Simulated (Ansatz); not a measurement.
Structure (in its standard cell), coordinates from a relaxation with DFT, PBEsol, plane waves (420 eV) with PAW, scalar-relativistic in Ansatz; the starting structure was generated, so it need not be a known form of this composition:

```cif
data_structure
_symmetry_space_group_name_H-M 'P6/mmm'
_symmetry_Int_Tables_number 191
_cell_length_a 5.4495
_cell_length_b 5.4495
_cell_length_c 3.3566
_cell_angle_alpha 90.000
_cell_angle_beta 90.000
_cell_angle_gamma 120.000
_cell_volume 86.32
loop_
_atom_site_label
_atom_site_type_symbol
_atom_site_symmetry_multiplicity
_atom_site_Wyckoff_symbol
_atom_site_fract_x
_atom_site_fract_y
_atom_site_fract_z
_atom_site_occupancy
Tl1 Tl 1 a 0.00000 0.00000 0.00000 1
Tl2 Tl 2 d 0.33333 0.66667 0.50000 1
```

### What does the kinematic electron diffraction pattern along [201] look like at 300 kV (B = 1 Å²)?

The spots form a centred rectangular net whose two shortest vectors correspond to d = 1.57 Å and 1.43 Å, 63.0° apart. They are 0 3 0 and 1 1 -2. The pattern has symmetry 2mm. Reflections such as 0 1 0, 0 2 0, 1 -1 -2 are allowed but too weak to see at this display level.

Strongest reflections with d > 0.80 Å, one of each family (|F|² from tabulated Gaussian fits of the electron scattering factors, times a small damping for the curvature of the Ewald sphere):

| hkl | d (Å) | I (strongest = 100) |
| --- | --- | --- |
| 0 3 0 | 1.573 | 100 |
| 1 1 -2 | 1.429 | 80 |
| 1 4 -2 | 0.878 | 18 |
| 2 -1 -4 | 0.802 | 12 |

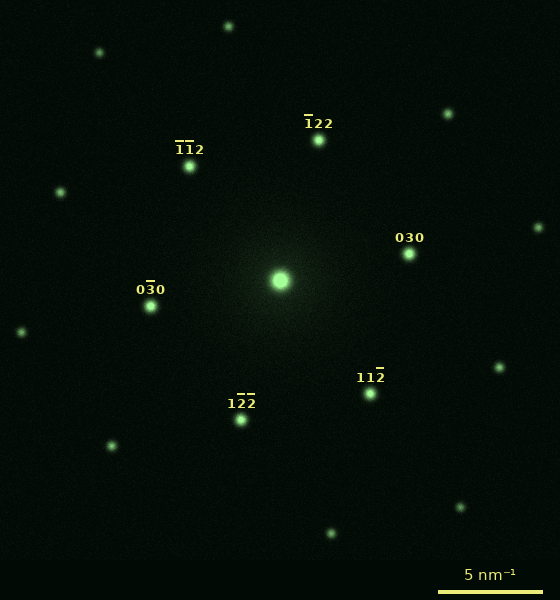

Calculated pattern, seen from the source side with [201] pointing towards the source.
